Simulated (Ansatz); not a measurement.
Si$_{16}$N: geometry relaxation (part 3 of 3)

The same run, continued: Si$_{16}$N (defect cell, 17 atoms in the cell); DFT PBEsol, scalar-relativistic, plane waves, PAW, PAW set soft_1, spin-polarised (Ansatz 0.2.0); cutoff 420 eV, 2×2×2 k-mesh, Gaussian smearing of 0.02 eV, collinear spins. It belongs to a series of runs on one base structure; here: end point A relaxed.

**Output, continued**
```
--- Forces (eV/Å), atoms counted from 1 ---
  atom   1  Si    -0.00151705    -0.00286438     0.01087716
  atom   2  Si    -0.00566528     0.00956537    -0.01053105
  atom   3  Si    -0.00121856     0.00769644    -0.00001425
  atom   4  Si     0.01441277     0.02593982     0.00935277
  atom   5  Si    -0.00223356     0.00327155    -0.00508956
  atom   6  Si     0.01020359    -0.00229701     0.00607396
  atom   7  Si    -0.00551845     0.00456022    -0.00153774
  atom   8  Si     0.00307242    -0.00723413     0.01367678
  atom   9  Si     0.00028061     0.00085666     0.01095944
  atom  10  Si    -0.00990760    -0.01337954    -0.01250026
  atom  11  Si     0.00585848    -0.01523789     0.01071314
  atom  12  Si     0.00177770    -0.01392074     0.02595257
  atom  13  Si    -0.01036222     0.00042378    -0.00109059
  atom  14  Si     0.00682377    -0.00465724    -0.00373402
  atom  15  Si    -0.00649414     0.02053145    -0.01507056
  atom  16  Si    -0.01850238     0.01084702    -0.02087379
  atom  17  N      0.01899348    -0.02409987    -0.01716254
  max |Σ_I F_I| component: 3.57e-6 eV/Å
--- Band table (eV; the first three rows and the last of 16) ---
  k-point 0 ↑: bands = ["-10.0352", "-5.3133", "-3.6781", "-3.3502", "-3.3196", "-2.7291", "-2.3537", "-1.8698", "-1.5602", "-1.4522", "-1.4223", "-1.0298", "-0.8203", "-0.7873", "-0.6614", "1.3643", "1.6465", "2.3439", "2.7829", "3.5070", "3.5430", "3.6185", "4.0165", "4.1994", "4.4997", "4.9807", "5.1138", "5.2076", "5.2636", "5.2695", "5.3563", "5.8062", "6.1407", "6.2142", "6.3080", "6.6758", "7.0383", "7.1785", "7.2201", "7.4882", "7.6852", "7.6958", "8.1742", "8.4521", "8.7209", "8.9063", "9.1888", "9.2412", "9.4229", "9.5423", "9.6155", "9.6940"]
  k-point 1 ↑: bands = ["-10.0295", "-4.8785", "-4.3460", "-3.5926", "-3.1972", "-2.8930", "-2.8709", "-2.7551", "-1.8288", "-1.0933", "-0.5837", "-0.1064", "-0.0632", "0.0797", "1.0333", "1.5323", "2.0097", "2.3298", "2.4844", "2.5731", "2.7496", "2.8601", "2.9712", "3.2234", "3.5918", "4.0408", "4.1332", "4.1782", "4.2481", "4.9513", "5.3855", "5.5476", "5.5996", "5.8387", "6.3144", "7.5311", "7.5846", "7.7755", "7.8860", "8.0753", "8.2676", "9.0356", "9.2854", "9.7693", "9.9523", "10.0917", "10.2692", "10.4713", "10.7608", "10.8467", "10.8930", "11.2888"]
  k-point 2 ↑: bands = ["-10.0288", "-4.9214", "-4.3134", "-3.6147", "-3.1360", "-2.9479", "-2.8822", "-2.7423", "-1.6135", "-1.1616", "-0.6381", "-0.1146", "-0.0360", "0.1206", "0.6129", "1.6211", "2.1431", "2.3414", "2.4881", "2.6941", "2.7542", "2.7809", "2.8110", "3.1261", "3.9345", "4.0012", "4.1300", "4.2124", "4.2742", "5.0667", "5.3156", "5.4561", "5.5575", "5.7515", "6.5289", "7.4105", "7.7460", "7.7943", "7.9371", "8.1094", "8.2827", "8.7819", "9.3460", "9.6751", "9.7029", "10.1791", "10.4615", "10.5967", "10.7073", "10.8549", "10.9408", "11.0574"]
  k-point 7 ↓: bands = ["-10.0272", "-4.9914", "-4.4385", "-3.1668", "-3.1322", "-2.9721", "-2.9051", "-2.8127", "-1.6041", "-1.1896", "-0.4341", "-0.1120", "-0.0081", "0.0153", "0.2058", "1.3767", "1.7663", "2.1626", "2.4523", "2.6893", "2.7816", "2.8340", "3.3026", "3.4198", "3.8586", "4.0521", "4.2242", "4.3045", "4.7152", "4.9673", "5.2001", "5.4793", "5.7425", "6.0013", "6.5996", "7.4304", "7.6784", "7.8567", "7.9183", "8.0415", "8.2554", "8.6238", "9.0406", "9.4763", "9.6292", "9.8827", "10.1539", "10.2511", "10.5630", "10.8380", "10.9809", "11.0092"]
--- Relaxed structure (18 steps of the walk, 17 accepted, 0 SCFs on fresh bases) ---
  F+E_penalty+E_count = -10319.93032630 eV   max|allowed force component| = 2.595e-2 eV/Å
  atoms:
    - { symbol: Si, position: [0.011387305713597883, -0.014166093408561394, -0.011413643526915832] }
    - { symbol: Si, position: [0.10791613570159435, 0.12244818979943405, 0.12921100312843758] }
    - { symbol: Si, position: [-0.01560426418371939, -0.03428391847179095, 0.5001867971036552] }
    - { symbol: Si, position: [0.15360991276263414, 0.08196622754375839, 0.6150538030763125] }
    - { symbol: Si, position: [0.0010983106876986948, 0.4963565321091007, -0.006015770821418326] }
    - { symbol: Si, position: [0.13288276041840671, 0.610077453671505, 0.12253067876029017] }
    - { symbol: Si, position: [0.016386351174708824, 0.4583367178470616, 0.49631520582035965] }
    - { symbol: Si, position: [0.1293127488220882, 0.5951456199213898, 0.6216949819821223] }
    - { symbol: Si, position: [0.4773076561270446, 0.017362766384375672, 0.03607639054563719] }
    - { symbol: Si, position: [0.6391689716676849, 0.12351093885802339, 0.13516311460827474] }
    - { symbol: Si, position: [0.5460900525062772, -0.0399734776222741, 0.5003677979895004] }
    - { symbol: Si, position: [0.6235444372196608, 0.18008072370032535, 0.674880894260609] }
    - { symbol: Si, position: [0.5067642023773444, 0.49766613949050403, -0.011128980413783407] }
    - { symbol: Si, position: [0.6283394858877482, 0.6469331391848099, 0.09163287495565475] }
    - { symbol: Si, position: [0.49412867847438857, 0.51942427951179, 0.46529270597949657] }
    - { symbol: Si, position: [0.6415790363103864, 0.5900099179178184, 0.6150121280720564] }
    - { symbol: N, position: [0.7115501183324567, 0.9694830435627307, 0.5912255184797112] }
```

**Trajectory as extended XYZ (Å, eV, eV/Å), 6 of the 18 frames kept, from step=1 to step=18**
```
17
Lattice="0.0000 5.4300 5.4300 5.4300 0.0000 5.4300 5.4300 5.4300 0.0000" Properties=species:S:1:pos:R:3:forces:R:3 step=1 energy=-10318.45568
Si    0.0000    0.0000    0.0000    0.0872   0.0805  -0.0805
Si    1.3575    1.3575    1.3575    0.0647   0.0692   0.0580
Si    2.7150    2.7150    0.0000   -0.4297  -0.3632  -0.4576
Si    4.0725    4.0725    1.3575    0.1688   0.0666  -0.0828
Si    2.7150    0.0000    2.7150   -0.0579   0.0521   0.0567
Si    4.0725    1.3575    4.0725   -0.0444   0.0584  -0.0584
Si    5.4300    2.7150    2.7150    0.3693  -0.2591   0.2689
Si    6.7875    4.0725    4.0725    0.3029  -0.4025  -0.3521
Si    0.0000    2.7150    2.7150    0.0799  -0.0700   0.0712
Si    1.3575    4.0725    4.0725    0.0673  -0.0630  -0.0717
Si    2.7150    5.4300    2.7150   -0.4552   0.4764   0.3975
Si    4.0725    6.7875    4.0725   -0.5016   0.5051  -0.4916
Si    2.7150    2.7150    5.4300   -0.0602  -0.0578  -0.0551
Si    4.0725    4.0725    6.7875   -0.0851  -0.0892   0.0873
Si    5.4300    5.4300    5.4300   -0.0544  -0.1547   0.1354
Si    6.7875    6.7875    6.7875    0.3251   0.3870   0.4202
N     7.5285    7.4475    8.8283    0.2234  -0.2358   0.1548
17
Lattice="0.0000 5.4300 5.4300 5.4300 0.0000 5.4300 5.4300 5.4300 0.0000" Properties=species:S:1:pos:R:3:forces:R:3 step=4 energy=-10318.68771
Si   -0.0417   -0.0269    0.0251   -0.0206  -0.0150   0.0092
Si    1.3459    1.3260    1.3580   -0.0096  -0.0307   0.0163
Si    2.6450    2.6534   -0.0474   -0.0468   0.1160   0.0397
Si    4.0084    4.0488    1.3790    0.0205  -0.1178   0.1124
Si    2.7270   -0.0047    2.7025   -0.0149  -0.0125  -0.0382
Si    4.0589    1.3464    4.0843    0.0692  -0.0338   0.0565
Si    5.4216    2.6975    2.7394   -0.4352   0.2905  -0.3174
Si    6.8138    4.0335    4.0190   -0.2036   0.3019   0.1928
Si    0.0345    2.7492    2.6754    0.0306   0.0349  -0.0295
Si    1.3417    4.0592    4.1094   -0.0178  -0.0124   0.0331
Si    2.6431    5.4621    2.7867   -0.0870  -0.0080  -0.0758
Si    4.0667    6.8695    3.9883   -0.0577   0.0855  -0.0456
Si    2.7309    2.7259    5.4408   -0.0133   0.0177  -0.0126
Si    4.1104    4.1123    6.7519    0.0436   0.0266  -0.0204
Si    5.4692    5.4805    5.3896    0.0816  -0.0253  -0.0114
Si    6.8241    6.8492    6.8433   -0.1828  -0.1034  -0.2036
N     7.6291    7.3655    8.8831    0.8438  -0.5142   0.2944
17
Lattice="0.0000 5.4300 5.4300 5.4300 0.0000 5.4300 5.4300 5.4300 0.0000" Properties=species:S:1:pos:R:3:forces:R:3 step=8 energy=-10319.68284
Si   -0.1417   -0.0519    0.0816   -0.0015  -0.0065   0.0072
Si    1.3691    1.2761    1.2941   -0.0284   0.1694  -0.0017
Si    2.5485    2.6230   -0.1870   -0.0971   0.0177  -0.1147
Si    3.8265    4.1076    1.4220    0.0113   0.0775   0.0440
Si    2.7236   -0.0067    2.7057   -0.0730   0.0093   0.0402
Si    4.0385    1.3466    4.0927    0.0728   0.0369  -0.0234
Si    5.2776    2.7764    2.6991    0.0249   0.0401  -0.0152
Si    6.7143    4.1045    3.9935    0.0636  -0.1242   0.1305
Si    0.2231    2.9097    2.4971    0.0598   0.0007  -0.0299
Si    1.3008    4.0538    4.2139   -0.0034   0.0002  -0.0916
Si    2.4381    5.5498    2.8765   -0.2379  -0.5211  -0.4324
Si    4.5031    6.9805    3.9012    0.1123  -0.1443   0.2538
Si    2.6955    2.6682    5.4846   -0.1120  -0.0330  -0.0388
Si    4.0534    4.1247    6.7137   -0.0388  -0.0474   0.0551
Si    5.4190    5.4486    5.3560    0.0265   0.1446  -0.0609
Si    6.6273    6.8397    6.7767   -0.0301  -0.2121   0.0263
N     8.2121    6.9970    9.2070    0.2510   0.5923   0.2515
17
Lattice="0.0000 5.4300 5.4300 5.4300 0.0000 5.4300 5.4300 5.4300 0.0000" Properties=species:S:1:pos:R:3:forces:R:3 step=11 energy=-10319.81985
Si   -0.1624   -0.0136    0.0128    0.0528  -0.0708  -0.0324
Si    1.3407    1.2746    1.2676   -0.0354   0.0896   0.0296
Si    2.5034    2.6268   -0.2020   -0.0920  -0.0592   0.0328
Si    3.8052    4.1164    1.3074    0.0925   0.0488   0.0806
Si    2.6526   -0.0151    2.7211   -0.0576  -0.0314   0.0156
Si    3.9925    1.3713    4.0469    0.0306   0.0481  -0.0065
Si    5.2196    2.7954    2.6432    0.0499  -0.0369  -0.0700
Si    6.6359    4.0869    4.0021   -0.0669   0.0272  -0.0100
Si    0.2430    2.8819    2.5254    0.0220   0.0122   0.0663
Si    1.3287    4.1606    4.1325   -0.0423  -0.0195  -0.0525
Si    2.5109    5.6494    2.8219   -0.1802   0.0347  -0.1172
Si    4.7007    6.9096    4.0476    0.0187  -0.0342   0.1244
Si    2.6266    2.6889    5.4185   -0.0428  -0.0001   0.0367
Si    3.9704    4.0157    6.8093    0.0263   0.0086  -0.0033
Si    5.4114    5.3187    5.5208    0.0454   0.0980   0.0158
Si    6.6173    6.8547    6.7682    0.0066  -0.1195   0.0719
N     8.4321    7.0252    9.2849    0.1725   0.0043  -0.1817
17
Lattice="0.0000 5.4300 5.4300 5.4300 0.0000 5.4300 5.4300 5.4300 0.0000" Properties=species:S:1:pos:R:3:forces:R:3 step=15 energy=-10319.91166
Si   -0.1203    0.0025   -0.0096   -0.0171  -0.0543   0.0067
Si    1.3761    1.2950    1.2594   -0.0055  -0.0331  -0.0585
Si    2.5142    2.6250   -0.2894    0.1290  -0.0367   0.0880
Si    3.7891    4.1749    1.2689   -0.0445  -0.0262  -0.0558
Si    2.6495   -0.0387    2.7122    0.0090   0.0341  -0.0011
Si    3.9717    1.3670    4.0468    0.0181   0.0228   0.0063
Si    5.1573    2.7807    2.5866   -0.0034   0.0343   0.0232
Si    6.5891    4.0700    3.9443   -0.0521   0.0117  -0.0506
Si    0.2903    2.8245    2.6397    0.0066  -0.0235   0.0850
Si    1.4079    4.1819    4.1413    0.0051   0.1024   0.0066
Si    2.4880    5.6782    2.7538    0.1623   0.0279   0.1011
Si    4.6912    7.0628    4.3381   -0.1651   0.0242  -0.0905
Si    2.6347    2.6722    5.4673    0.0060   0.0134  -0.0809
Si    3.9997    3.9308    6.9010   -0.0092   0.0087   0.0050
Si    5.3488    5.2342    5.5041    0.0625  -0.0748   0.0545
Si    6.5346    6.8312    6.7157   -0.0149  -0.0355  -0.0156
N     8.5065    7.0554    9.1482   -0.0868   0.0046  -0.0235
17
Lattice="0.0000 5.4300 5.4300 5.4300 0.0000 5.4300 5.4300 5.4300 0.0000" Properties=species:S:1:pos:R:3:forces:R:3 step=18 energy=-10319.93033
Si   -0.1389   -0.0001   -0.0151   -0.0015  -0.0029   0.0109
Si    1.3665    1.2876    1.2509   -0.0057   0.0096  -0.0105
Si    2.5299    2.6313   -0.2709   -0.0012   0.0077   0.0000
Si    3.7848    4.1738    1.2792    0.0144   0.0259   0.0094
Si    2.6625   -0.0267    2.7012   -0.0022   0.0033  -0.0051
Si    3.9781    1.3869    4.0343    0.0102  -0.0023   0.0061
Si    5.1838    2.7840    2.5777   -0.0055   0.0046  -0.0015
Si    6.6074    4.0780    3.9338    0.0031  -0.0072   0.0137
Si    0.2902    2.7877    2.6861    0.0003   0.0009   0.0110
Si    1.4046    4.2046    4.1414   -0.0099  -0.0134  -0.0125
Si    2.4999    5.6823    2.7482    0.0059  -0.0152   0.0107
Si    4.6424    7.0504    4.3637    0.0018  -0.0139   0.0260
Si    2.6419    2.6913    5.4541   -0.0104   0.0004  -0.0011
Si    4.0104    3.9095    6.9247    0.0068  -0.0047  -0.0037
Si    5.3470    5.2097    5.5036   -0.0065   0.0205  -0.0151
Si    6.5433    6.8233    6.6875   -0.0185   0.0108  -0.0209
N     8.4746    7.0741    9.1280    0.0190  -0.0241  -0.0172
```

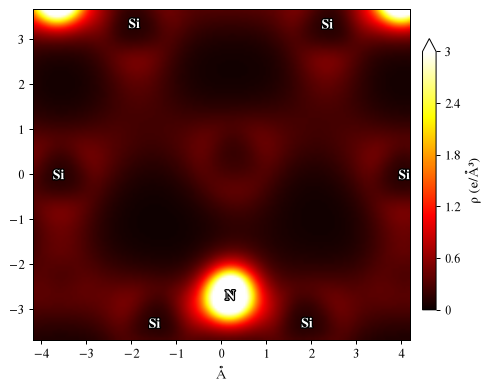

**Figure 1.** Valence electron density on the (010) plane of the calculation cell. Si–N (1.84 Å): the density is about 0.84 e/Å³ at the midpoint. Away from the nuclei the density in this plane falls to 0.02 e/Å³ at its lowest. In a PAW calculation such maps are meaningful between the atoms, not at the nuclei.

The run was set up as follows.

**Input file**
```yaml
crystal:
  lattice:
    - [0.0, 5.43, 5.43]
    - [5.43, 0.0, 5.43]
    - [5.43, 5.43, 0.0]
  atoms:
    - { symbol: Si, position: [0.0, 0.0, 0.0] }
    - { symbol: Si, position: [0.125, 0.125, 0.125] }
    - { symbol: Si, position: [0.0, 0.0, 0.5] }
    - { symbol: Si, position: [0.125, 0.125, 0.625] }
    - { symbol: Si, position: [0.0, 0.5, 0.0] }
    - { symbol: Si, position: [0.125, 0.625, 0.125] }
    - { symbol: Si, position: [0.0, 0.5, 0.5] }
    - { symbol: Si, position: [0.125, 0.625, 0.625] }
    - { symbol: Si, position: [0.5, 0.0, 0.0] }
    - { symbol: Si, position: [0.625, 0.125, 0.125] }
    - { symbol: Si, position: [0.5, 0.0, 0.5] }
    - { symbol: Si, position: [0.625, 0.125, 0.625] }
    - { symbol: Si, position: [0.5, 0.5, 0.0] }
    - { symbol: Si, position: [0.625, 0.625, 0.125] }
    - { symbol: Si, position: [0.5, 0.5, 0.5] }
    - { symbol: Si, position: [0.625, 0.625, 0.625] }
    - { symbol: "N", position: [0.8054619, 0.8203782, 0.5660855], spin: 1.0 }
magnetization:
  spin_polarized: true
basis:
  ecutwfc: 420.0
kpoints:
  mp_grid: { grid: [2, 2, 2] }
hamiltonian:
  xc: pbesol
  pseudopotentials: { kind: paw, azcp: { folder: soft_1 } }
scf:
  occupations: { method: gaussian, width: 0.02 }
  lower_state_search: "off"
relax:
  f_tol: 0.03
  max_steps: 60
  adjacent_minimum: "off"
output:
  write_density: true
  write_potential: true
  elf: true
  volumetric_format: npy
```

Command:
```bash
ansatz run input.yaml --threads 2 --pin off --max-ram 5120MiB --backend cpu --events-out ev --progress --plain --runs-dir out
```

**Results in brief**

```tsv
quantity	value
outcome	converged
electrons treated	69
free energy	−10319.9303 eV
Fermi energy	6.564 eV
net moment of the cell	0.00 μB
integrated absolute moment	0.00 μB
final volume	320.21 Å³
largest force (length of the vector) at the end	0.035 eV/Å
hardware	2 threads of Arm Neoverse V1, 24 GiB of memory available, shared host
wall time	4.2 min (CPU time 8.3 min)
peak memory	0.7 GiB
```

**Notes**

The electronic state found may not be the lowest one. Notes on the run: a screening estimate came out negative during mixing; the PAW datasets were made with another functional; some starting moments were not kept. The k-point mesh is coarse for a cell of this size, so the results may not be converged.
